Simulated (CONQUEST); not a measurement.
## Re: 7 runs along one coordinate

System: Re (P6₃/mmc, 4 atoms in the cell).
Method: Kohn-Sham DFT of a periodic cell, PBEsol, PseudoDojo NC PBEsol, no spin polarisation (CONQUEST 1.3).

The 7 runs differ only in the geometry, by an even scaling of the cell at fixed fractional positions. The structure derives from an entry of the Crystallography Open Database.

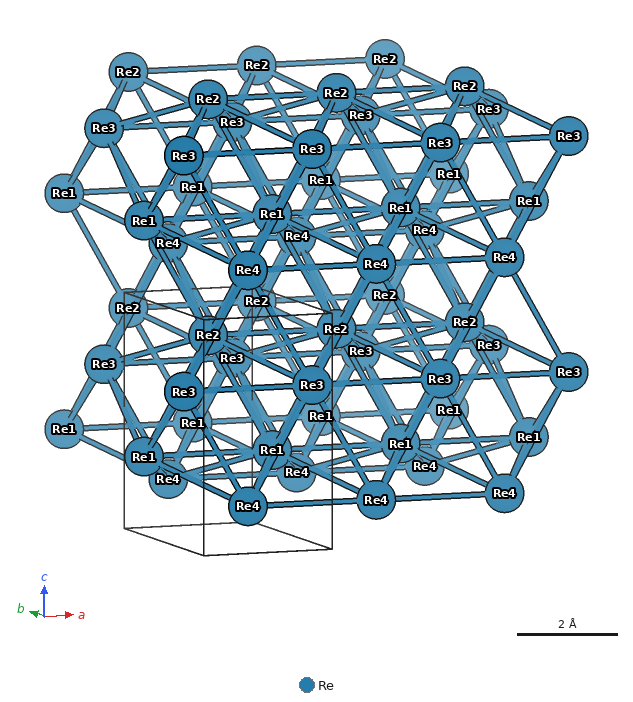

Figure 1. The structure of run 4 (ball-and-stick view of the cell of the calculation, repeated 3 × 2 × 2, seen slightly off an axis; atoms are numbered from 1 in the order of the input). An atom can appear more than once, as a periodic image.

## Input of run 4
```
IO.Title Re
IO.Coordinates coords.dat
IO.FractionalAtomicCoords T
IO.Iprint 2
IO.Iprint_init 1
General.NumberOfSpecies 1
General.PseudopotentialType hamann
AtomMove.TypeOfRun static
AtomMove.FullStress T
Grid.PointsAlongX 32
Grid.PointsAlongY 48
Grid.PointsAlongZ 48
DM.SolutionMethod diagon
Diag.MPMesh T
Diag.GammaCentred T
Diag.MPMeshX 10
Diag.MPMeshY 6
Diag.MPMeshZ 6
Diag.kT 0.00183747
minE.SCTolerance 1e-6
SC.MaxIters 100
IO.AtomChargeOutput T
%block ChemicalSpeciesLabel
1 186.210 Re
%endblock
```

Command:
```bash
OMP_NUM_THREADS=1 Conquest
```

Lattice vectors (Å) and fractional positions of run 4:
```
   2.760800    0.000000    0.000000
   0.000000    4.458200    0.000000
   0.000000    0.000000    4.781846
Re  0.000000  0.750000  0.333333
Re  0.500000  0.750000  0.833333
Re  0.000000  0.250000  0.666667
Re  0.500000  0.250000  0.166667
```

Run 6 has the same physical settings and fractional positions; its lattice vectors (Å) are:
```
   2.797130    0.000000    0.000000
   0.000000    4.516867    0.000000
   0.000000    0.000000    4.844772
```

## Results, with one run withheld

```csv
run,volume per atom (Å³),"free energy per atom, from the lowest run given (meV)",pressure (GPa)
1,13.831,75.60,28.68
2,14.125,32.66,18.28
3,14.420,8.09,8.65
4,14.714,0.00,0.40
5,15.008,6.34,−7.26
6,15.303,?,?
7,15.597,56.52,−19.80
```

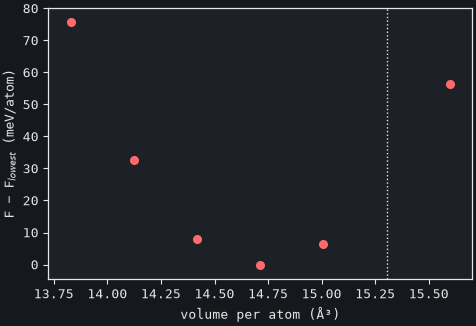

Figure 2. Free energy per atom of the runs given; the dotted line marks run 6.

What should run 6 give?

A cubic polynomial in V^(−2/3) (the Birch–Murnaghan form), fitted to the 6 runs given, misses them by at most 0.03 meV per atom. With x = V^(−2/3) − 0.16743 Å⁻², it reads F = 1.3782 + 2896.5 x + 1.4819e+06 x² + 4.066e+06 x³ (meV per atom). At run 6 it gives 25.73 meV per atom, and the run itself gives 25.67. The slope of the fit gives a pressure −dF/dV of −13.78 GPa there, and the run prints −13.93 GPa. The two needn't agree exactly: the fit is approximate, and the printed stress is taken on a finite basis. The fit has its minimum at 14.726 Å³ per atom, where V d²F/dV² gives 394 GPa. Cell shape and fractional positions are held, so this is the stiffness under even scaling; the relaxed bulk modulus wasn't computed.

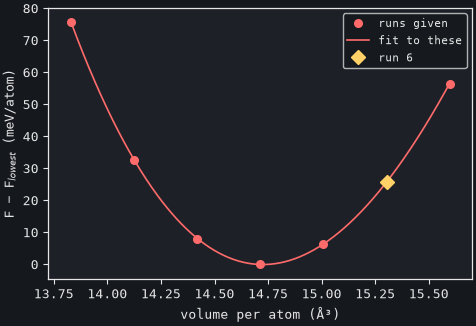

Figure 3. The fit and the withheld run.

## Some lines of the output (run 6)
```
[...]
          DFT Total Energy                 :      -347.055713108259908 Ha
          Free Energy (E-TS)               :      -347.081331336324808 Ha
          DFT Total Energy                 :      -347.079081185799623 Ha
          Free Energy (E-TS)               :      -347.080546928189960 Ha
          DFT Total Energy                 :      -347.079570074412800 Ha
          Free Energy (E-TS)               :      -347.080528758344030 Ha
          DFT Total Energy                 :      -347.079575426919632 Ha
          Free Energy (E-TS)               :      -347.080528334391317 Ha
          DFT Total Energy                 :      -347.079574898197450 Ha
          Free Energy (E-TS)               :      -347.080528331421135 Ha
          DFT Total Energy                 :      -347.079574929892885 Ha
      | Free Energy as E-TS      =      -347.080528331421135 Ha
      |* DFT total energy        =      -347.079574929892885 Ha
    force: Average pressure:    -13.93282249 GPa
```

Notes: Spin–orbit coupling is left out, which matters for Re. With a small basis of atomic orbitals these values can differ much from converged plane-wave results.
